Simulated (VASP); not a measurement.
# PbSe: single-point calculation

The run: single-point calculation of PbSe (Fm-3m, 2 atoms in the cell). Method and program: DFT, plane waves, PAW, settings varied from a PBE run (VASP 6.6.1).

The structure was built on a prototype by a generator. Some settings of this run were made unusual or wrong on purpose. The geometry comes from this level: r2SCAN (a point of a series of strains).

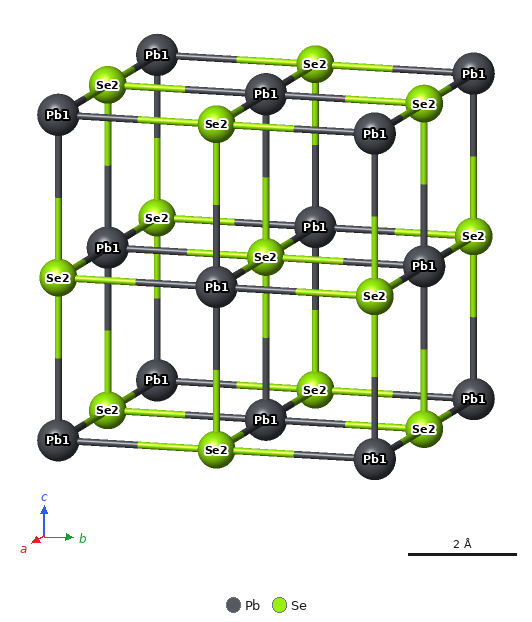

The structure (ball-and-stick view of the cell 4 times as large as that of the calculation, set on its symmetry axes, seen slightly off an axis; atoms are numbered from 1 in the order of the input). An atom can appear more than once, as a periodic image.

What the run reported

```csv
quantity,value
outcome,converged
space group (tolerance 0.01 Å),Fm-3m (225)
electrons treated,20
free energy,−7.9410 eV
Fermi energy,4.913 eV
band gap,0.44 eV
pressure,0.68 GPa
largest force (length of the vector),under 0.001 eV/Å
hardware,"1 CPU thread, shared host"
wall time,20 s
peak memory,0.19 GiB
```

Diagnosis

Some settings of this run were drawn to be unusual or wrong (NELM = 85; LDAU = .TRUE.; LDAUTYPE = 2; LDAUL = 2 2 2; LDAUU = 4 4 4). It converged; results that depend on the unusual settings are not reference values.

INCAR
```
ENCUT = 520.000000
SIGMA = 0.020000
EDIFF = 1.00e-07
GGA = PE
PREC = Accurate
IBRION = -1
ISIF = 2
ISMEAR = -1
NBANDS = 17
NSW = 0
LASPH = .TRUE.
LCHARG = .FALSE.
LWAVE = .FALSE.
LREAL = .FALSE.
NELM = 85
LDAU = .TRUE.
LDAUTYPE = 2
LDAUL = 2 2 2
LDAUU = 4 4 4
```

KPOINTS
```
KPOINTS created by Atomic Simulation Environment
0
Gamma
8 8 8
0 0 0
```

POSCAR
```
Pb Se
 1.0000000000000000
    -0.0000000000000000    3.0887022204744010    3.0887022204744010
     3.0887022204744010   -0.0000000000000000    3.0887022204744010
     3.0887022204744010    3.0887022204744010   -0.0000000000000000
 Pb  Se
   1   1
Cartesian
 -0.0000000000000000 -0.0000000000000000 -0.0000000000000000
  3.0887022204744010  3.0887022204744010  3.0887022204744010
```

Launched with:
```bash
mpirun -np 1 vasp_std
```

OSZICAR
```
N       E                     dE             d eps       ncg     rms          rms(c)
DAV:   1     0.157745721991E+03    0.15775E+03   -0.96280E+03   986   0.120E+03
DAV:   2     0.492015322173E+01   -0.15283E+03   -0.14829E+03  1042   0.306E+02
DAV:   3    -0.788624379138E+01   -0.12806E+02   -0.12712E+02  1287   0.978E+01
DAV:   4    -0.821229549580E+01   -0.32605E+00   -0.32568E+00  1152   0.171E+01
DAV:   5    -0.822221010452E+01   -0.99146E-02   -0.99138E-02  1386   0.295E+00    0.268E+00
DAV:   6    -0.793730302516E+01    0.28491E+00   -0.73946E-01  1423   0.532E+00    0.147E+00
DAV:   7    -0.793654006376E+01    0.76296E-03   -0.11997E-01  1133   0.164E+00    0.857E-01
DAV:   8    -0.794158951497E+01   -0.50495E-02   -0.15091E-02  1121   0.126E+00    0.262E-01
DAV:   9    -0.794088839311E+01    0.70112E-03   -0.23766E-03  1366   0.452E-01    0.769E-02
DAV:  10    -0.794098607488E+01   -0.97682E-04   -0.24243E-04  1115   0.962E-02    0.187E-02
DAV:  11    -0.794099216490E+01   -0.60900E-05   -0.30056E-05  1269   0.525E-02    0.354E-03
DAV:  12    -0.794099261504E+01   -0.45015E-06   -0.20691E-06  1191   0.909E-03    0.108E-03
DAV:  13    -0.794099268706E+01   -0.72018E-07   -0.23617E-07  1137   0.266E-03
   1 F= -.79409927E+01 E0= -.79409926E+01  d E =-.130837E-06
```

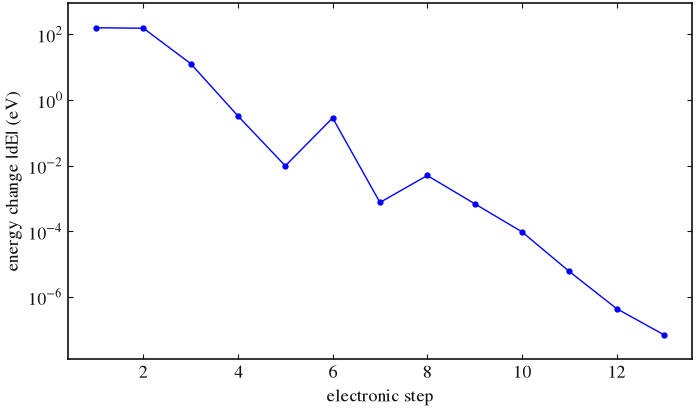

Convergence of the self-consistent field: energy change |dE| against the electronic step. It takes 13 electronic steps. The density is held fixed in the first few steps, and dE rises again when its update begins.

Parts of OUTCAR
```
k-points           NKPTS =     29   k-points in BZ     NKDIM =     29   number of bands    NBANDS=     17

   NELECT =      20.0000    total number of electrons

   dimension x,y,z NGX =    32 NGY =   32 NGZ =   32
   dimension x,y,z NGXF=    64 NGYF=   64 NGZF=   64

  energy-cutoff  :      520.00
  volume of cell :       58.93
      direct lattice vectors                 reciprocal lattice vectors
     0.000000000  3.088702220  3.088702220    -0.161880286  0.161880286  0.161880286
     3.088702220  0.000000000  3.088702220     0.161880286 -0.161880286  0.161880286
     3.088702220  3.088702220  0.000000000     0.161880286  0.161880286 -0.161880286

 k-points in reciprocal lattice and weights: KPOINTS created by Atomic Simulation Env
   0.00000000  0.00000000  0.00000000       0.002
   0.12500000  0.00000000  0.00000000       0.016
   0.25000000  0.00000000  0.00000000       0.016
   0.37500000  0.00000000  0.00000000       0.016
   0.50000000  0.00000000  0.00000000       0.008
   0.12500000  0.12500000  0.00000000       0.012
   0.25000000  0.12500000  0.00000000       0.047
   0.37500000  0.12500000  0.00000000       0.047
   0.50000000  0.12500000  0.00000000       0.047
  -0.37500000  0.12500000  0.00000000       0.047
  -0.25000000  0.12500000  0.00000000       0.047
  -0.12500000  0.12500000  0.00000000       0.023
   0.25000000  0.25000000  0.00000000       0.012
   0.37500000  0.25000000  0.00000000       0.047
   0.50000000  0.25000000  0.00000000       0.047
  -0.37500000  0.25000000  0.00000000       0.047
  -0.25000000  0.25000000  0.00000000       0.023
   0.37500000  0.37500000  0.00000000       0.012
   0.50000000  0.37500000  0.00000000       0.047
  -0.37500000  0.37500000  0.00000000       0.023
   0.50000000  0.50000000  0.00000000       0.006
   0.37500000  0.25000000  0.12500000       0.047
   0.50000000  0.25000000  0.12500000       0.094
  -0.37500000  0.25000000  0.12500000       0.047
   0.50000000  0.37500000  0.12500000       0.047
  -0.37500000  0.37500000  0.12500000       0.094
  -0.25000000  0.37500000  0.12500000       0.047
  -0.37500000  0.50000000  0.12500000       0.023
  -0.25000000  0.50000000  0.25000000       0.012

 E-fermi :   4.9133

 k-point     1 :       0.0000    0.0000    0.0000
  band No.  band energies     occupation
      1     -13.9791      2.00000
      2     -13.9791      2.00000
      3     -13.9517      2.00000
      4     -13.9517      2.00000
      5     -13.9517      2.00000
      6      -8.6309      2.00000
      7      -1.5882      2.00000
      8       2.9777      2.00000
      9       2.9777      2.00000
     10       2.9777      2.00000
     11       9.4112      0.00000
     12       9.4112      0.00000
     13       9.4112      0.00000
     14      11.2780      0.00000
     15      11.2780      0.00000
     16      11.2780      0.00000
     17      12.9644      0.00000

 k-point     2 :       0.1250    0.0000    0.0000
  band No.  band energies     occupation
      1     -13.9805      2.00000
      2     -13.9805      2.00000
      3     -13.9511      2.00000
      4     -13.9491      2.00000
      5     -13.9491      2.00000
      6      -8.5189      2.00000
      7      -1.9461      2.00000
      8       3.0098      2.00000
      9       3.0098      2.00000
     10       3.2221      2.00000
     11       8.3891      0.00000
     12       8.7796      0.00000
     13       8.7796      0.00000
     14      11.0878      0.00000
     15      11.6178      0.00000
     16      11.6178      0.00000
     17      13.9706      0.00000

 k-point     3 :       0.2500    0.0000    0.0000
  band No.  band energies     occupation
      1     -13.9850      2.00000
      2     -13.9850      2.00000
      3     -13.9497      2.00000
      4     -13.9419      2.00000
      5     -13.9419      2.00000
      6      -8.2127      2.00000
      7      -2.7495      2.00000
      8       3.1049      2.00000
      9       3.1049      2.00000
     10       3.7283      2.00000
     11       6.9366      0.00000
     12       7.7205      0.00000
     13       7.7205      0.00000
     14      11.2592      0.00000
     15      12.4960      0.00000
     16      12.4960      0.00000
     17      15.8103      0.00000

 k-point     4 :       0.3750    0.0000    0.0000
  band No.  band energies     occupation
      1     -13.9900      2.00000
      2     -13.9900      2.00000
      3     -13.9484      2.00000
      4     -13.9341      2.00000
      5     -13.9341      2.00000
      6      -7.8306      2.00000
      7      -3.5450      2.00000
      8       3.2338      2.00000
      9       3.2338      2.00000
     10       4.2580      2.00000
     11       5.7884      0.00000
     12       6.8977      0.00000
     13       6.8977      0.00000
     14      12.1542      0.00000
     15      13.8426      0.00000
     16      13.8426      0.00000
     17      16.1393      0.00000

 k-point     5 :       0.5000    0.0000    0.0000
  band No.  band energies     occupation
      1     -13.9921      2.00000
      2     -13.9921      2.00000
      3     -13.9479      2.00000
      4     -13.9308      2.00000
      5     -13.9308      2.00000
      6      -7.6352      2.00000
      7      -3.8950      2.00000
      8       3.3016      2.00000
      9       3.3016      2.00000
     10       4.6942      1.99996
     11       5.1323      0.00004
     12       6.5847      0.00000
     13       6.5847      0.00000
     14      13.0931      0.00000
     15      15.0075      0.00000
     16      15.2473      0.00000
     17      15.2473      0.00000

 [... the levels of 23 k-points are left out ...]

 k-point    29 :      -0.2500    0.5000    0.2500
  band No.  band energies     occupation
      1     -14.0250      2.00000
      2     -13.9782      2.00000
      3     -13.9421      2.00000
      4     -13.9421      2.00000
      5     -13.9190      2.00000
      6      -7.3212      2.00000
      7      -3.1473      2.00000
      8       0.7061      2.00000
      9       0.7061      2.00000
     10       3.9537      2.00000
     11       6.7092      0.00000
     12       9.6934      0.00000
     13       9.6934      0.00000
     14      12.3715      0.00000
     15      12.3715      0.00000
     16      16.2962      0.00000
     17      17.4879      0.00000

  Total        0.2510591      0.2510591      0.2510591     -0.0000000     -0.0000000      0.0000000
  in kB        6.8254045      6.8254045      6.8254045     -0.0000000     -0.0000000      0.0000000
  external PRESSURE =       6.8254045 kB  Pullay stress =       0.0000000 kB

 POSITION                                       TOTAL-FORCE (eV/Angst)
 -----------------------------------------------------------------------------------
      0.00000      0.00000      0.00000        -0.000000      0.000000      0.000000
      3.08870      3.08870      3.08870         0.000000     -0.000000     -0.000000
 -----------------------------------------------------------------------------------
    total drift:                                0.000000     -0.000000     -0.000000

  FREE ENERGIE OF THE ION-ELECTRON SYSTEM (eV)
  ---------------------------------------------------
  free  energy   TOTEN  =        -7.9409926871 eV

  energy  without entropy=       -7.9409925562  energy(sigma->0) =       -7.94099262
```
